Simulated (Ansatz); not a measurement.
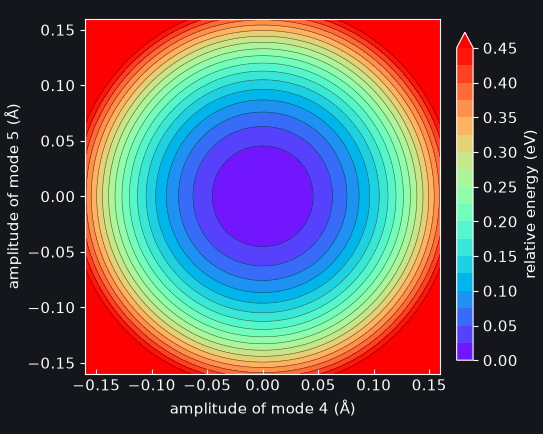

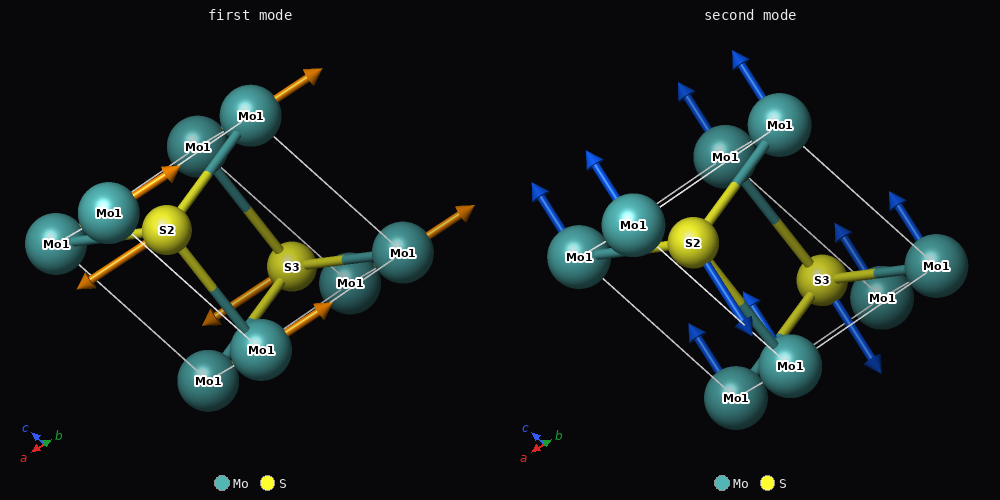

Energy landscape of MoS2 (R-3m, No. 166; 3 atoms in the cell). The energy is mapped over two normal modes frozen in (zone-centre modes of the 3-atom cell of this scan). First axis: amplitude of mode 4 (244 cm⁻¹), largest displacement. Second axis: amplitude of mode 5 (244 cm⁻¹), largest displacement. Nothing is relaxed (the cell and all other modes fixed). Grid: 7 × 7 points; 16 points were computed and 33 follow by symmetry. Points are written as (first, second). Energies: eV per cell, counted from the lowest grid point. Computed with DFT PBEsol+D3(BJ), scalar-relativistic, plane waves, PAW in Ansatz 0.2.0. Settings: cutoff 420 eV, k-mesh 15×15×15, gaussian smearing 0.15 eV, no spin polarisation.

The picture shows filled contours, one colour for all values above the top of the scale. Between grid points the surface is interpolated. The second picture is the structure at the lowest point

> Summarise what can be read from the map.

The lowest grid point is at (0.000 Å, 0.000 Å). No other kind of well shows on this grid. The highest grid point, (−0.160 Å, −0.160 Å), lies 0.817 eV above the lowest.

The values on the grid:

| second ↓, first → | −0.160 | −0.107 | −0.053 | 0.000 | 0.053 | 0.107 | 0.160 |
| --- | --- | --- | --- | --- | --- | --- | --- |
| 0.160 | 0.817 | 0.570 | 0.427 | 0.381 | 0.427 | 0.570 | 0.817 |
| 0.107 | 0.574 | 0.334 | 0.198 | 0.155 | 0.198 | 0.334 | 0.574 |
| 0.053 | 0.428 | 0.198 | 0.073 | 0.035 | 0.073 | 0.198 | 0.428 |
| 0.000 | 0.379 | 0.155 | 0.035 | 0.000 | 0.035 | 0.155 | 0.379 |
| −0.053 | 0.428 | 0.198 | 0.073 | 0.035 | 0.073 | 0.198 | 0.428 |
| −0.107 | 0.574 | 0.334 | 0.198 | 0.155 | 0.198 | 0.334 | 0.574 |
| −0.160 | 0.817 | 0.570 | 0.427 | 0.381 | 0.427 | 0.570 | 0.817 |

Each point was launched as `ansatz run input.yaml --threads 2 --pin off --max-ram 4096MiB --backend cpu --events-out ev --progress --plain --runs-dir out`. The whole map (16 points run) took 27 min on 2 threads of Arm Neoverse N1 (shared host).

PAW datasets: the set soft_1.
